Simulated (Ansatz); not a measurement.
# A series of single points on Cu

System: Cu (1 atom in the cell).
Method: DFT, BLYP, plane waves (420 eV) with PAW, scalar-relativistic, no spin polarisation (Ansatz 0.2.0).

The 5 runs differ only in the geometry, by an even scaling of the cell at fixed fractional positions.

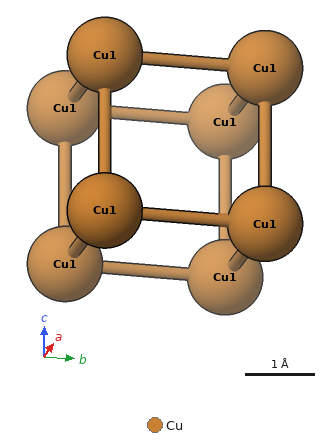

Figure 1. The structure of run 3 (ball-and-stick view of the cell of the calculation, seen at an oblique angle; atoms are numbered from 1 in the order of the input).

## Input of run 3
```yaml
crystal:
  lattice:
    - [2.4225525138, 0.0, 0.0]
    - [0.0, 2.4225525138, 0.0]
    - [0.0, 0.0, 2.4225525138]
  atoms:
    - { symbol: Cu, position: [0.0, 0.0, 0.0] }
hamiltonian:
  xc: blyp
  pseudopotentials:
    kind: paw
    azcp:
      Cu: "pseudopotentials/Cu.paw.azcp"
basis:
  ecutwfc: 420
  fft_grid_basis: typed
kpoints:
  mp_grid: { grid: [14, 14, 14], shift: [0, 0, 0] }
magnetization:
  spin_polarized: false
scf:
  occupations: { method: fermi_dirac, width: 0.1 }
  lower_state_search: "off"
output:
  stress: true
```

Lattice vectors (Å) and fractional positions of run 3:
```
   2.422553    0.000000    0.000000
   0.000000    2.422553    0.000000
   0.000000    0.000000    2.422553
Cu  0.000000  0.000000  0.000000
```

Run 4 differs from it as follows:
```diff
-    - [2.4225525138, 0.0, 0.0]
-    - [0.0, 2.4225525138, 0.0]
-    - [0.0, 0.0, 2.4225525138]
+    - [2.5195561472, 0.0, 0.0]
+    - [0.0, 2.5195561472, 0.0]
+    - [0.0, 0.0, 2.5195561472]
```

## Results, with one run withheld

```csv
run,volume per atom (Å³),"free energy per atom, from the lowest run given (meV)",pressure (GPa)
1,13.033,65.30,14.78
2,13.625,22.53,8.61
3,14.217,0.00,3.78
4,15.995,?,?
5,16.587,37.77,−7.11
```

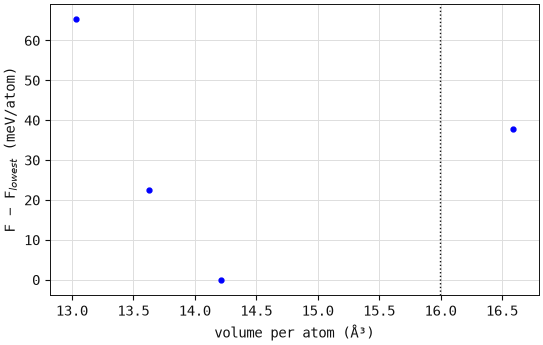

Figure 2. Free energy per atom of the runs given; the dotted line marks run 4.

What should run 4 give?

A quadratic polynomial in V^(−2/3) (the Birch–Murnaghan form), fitted to the 4 runs given, misses them by at most 0.36 meV per atom. With x = V^(−2/3) − 0.17000 Å⁻², it reads F = −1.427 + 2867.5 x + 3.2504e+05 x² (meV per atom). At run 4 it gives 13.40 meV per atom, and the run itself gives 14.66. The slope of the fit gives a pressure −dF/dV of −5.52 GPa there, and the run prints −5.31 GPa. The two needn't agree exactly: the fit is approximate, and the printed stress is taken on a finite basis. The fit has its minimum at 14.841 Å³ per atom, where V d²F/dV² gives 85.5 GPa: the bulk modulus at this level, since symmetry fixes the shape and the positions. So low a polynomial doesn't follow these energies more closely.

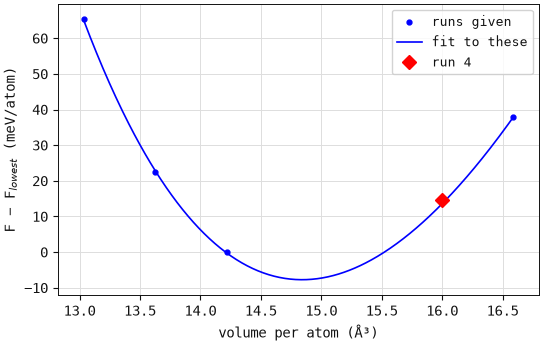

Figure 3. The fit and the withheld run.

## Output, shortened to warnings, some set-up lines, iterations and results (run 4)
```
Basis set: ecut = 420 eV, 305 PW (Γ), exchange–correlation on 36×36×36 points (8 copies of the dense FFT grid, shifted against one another)
Symmetry: 48 space group operations
k-points: 120 of 2744
Initial density: superposition of atomic densities (neutral atoms: chi_scale 0, normalization atom), corrected by the library's trained network
[...]
SCF iter   1: F=—  HF=-6633.852473 eV  |F-HF|=—  |Δ(HF+E_count)|=         —  Δρ=1.13e-2  dr2=1.91e-2  ethr=1.77e-3  ⟨swp⟩=5.6  Hψ=8411  notcnv=0
SCF iter   2: F=—  HF=-6633.850745 eV  |F-HF|=—  |Δ(HF+E_count)|=   1.73e-3  Δρ=7.11e-3  dr2=8.69e-3  ethr=1.01e-4  ⟨swp⟩=1.0  Hψ=2642  notcnv=0
SCF iter   3: F=—  HF=-6633.849591 eV  |F-HF|=—  |Δ(HF+E_count)|=   1.15e-3  Δρ=3.69e-3  dr2=2.00e-3  ethr=4.57e-5  ⟨swp⟩=1.0  Hψ=1651  notcnv=0
SCF iter   4: F=—  HF=-6633.849261 eV  |F-HF|=—  |Δ(HF+E_count)|=   3.30e-4  Δρ=4.17e-4  dr2=1.18e-5  ethr=1.06e-5  ⟨swp⟩=2.0  Hψ=2114  notcnv=0
SCF iter   5: F=—  HF=-6633.849307 eV  |F-HF|=—  |Δ(HF+E_count)|=   4.56e-5  Δρ=1.16e-4  dr2=1.36e-6  ethr=6.19e-8  ⟨swp⟩=2.0  Hψ=2320  notcnv=0
SCF iter   6: F=-6633.849307 eV  HF=-6633.849307 eV  |F-HF|=2.19e-9  |Δ(HF+E_count)|=   1.06e-7  Δρ=1.22e-5  dr2=1.44e-8  ethr=5.26e-10  ⟨swp⟩=3.0  Hψ=6131  notcnv=0
SCF 1 converged in 6 iterations: F = -6633.849307 eV  dr2 = 1.44e-8
SCF converged after 6 iterations
Free energy (F): -6633.849307 eV
Harris-Foulkes:  -6633.849307 eV  (|F-HF|=2.19e-9)
Internal energy: -6633.839316 eV  (E = F + TS)
E sigma→0 (E₀):  -6633.844311 eV
Entropy (-TS):   -0.009991 eV (-9.991 meV/atom)
Fermi energy:    11.454286 eV
--- Per-component energies (eV) ---
  E_band       = -447.476491
  E_kinetic    = 299.607204
  E_local      = -4693.815789  (includes V_loc(G=0)·N_el)
  E_nonlocal   = 388.079254
  E_hartree    = 2063.939018
  E_xc         = -86.891703
  E_vxc        = -111.604705  (∫ρ·V_xc dr)
  E_paw        = -1677.844828  (= ΣΔE_a)
  E_vpaw       = -457.609809  (= ΣTr[D̂ρ^β])
  E_aug_tail   = 0.000219  (compensation charges beyond the density's cutoff)
  E_ewald      = -2926.913161
  E_core_change = 0.000469  (= ΣΔE_core)
  E_smearing   = -0.009991  (= −TS)
  E_closure    = 0.000000  (closes the sum)
  Σ components = -6633.849307   (vs F -6633.849307, Δ=0.00e0)
--- Stress (GPa, compression-positive) ---
       -5.311199      -0.000000      -0.000000
       -0.000000      -5.311199       0.000000
        0.000000       0.000000      -5.311199
  P = ⅓ Tr σ = -5.3112 GPa (-53.112 kbar)
```
